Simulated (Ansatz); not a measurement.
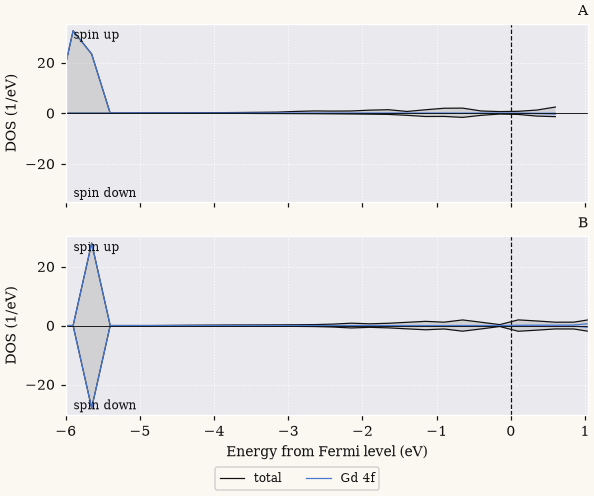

Spin-resolved densities of states of Gd, space group P6_3/mmc (No. 194), 2 atoms in the cell, a database entry, rescaled, in two magnetic states on the same cell (spin down negative; each from its own Fermi level). Computed with Ansatz 0.2.0: DFT with r2SCAN, PAW plane waves, spin-polarised, 7×7×4 k mesh, 500 eV cutoff.

Which panel is which state: ferromagnetic and antiferromagnetic?

A is ferromagnetic (net moment 15.9 μB, local moments 16.0 μB in all, metal); B is antiferromagnetic (net moment 0.0 μB, local moments 15.8 μB in all, metal). Unequal spin channels mark a net moment; equal ones mean that moments cancel or are absent.

Which of these states is lowest in energy?

The ferromagnetic one; the antiferromagnetic state lies 62 meV an atom higher. Other orders weren't compared here.

Spin-orbit coupling is left out, which matters for Gd.
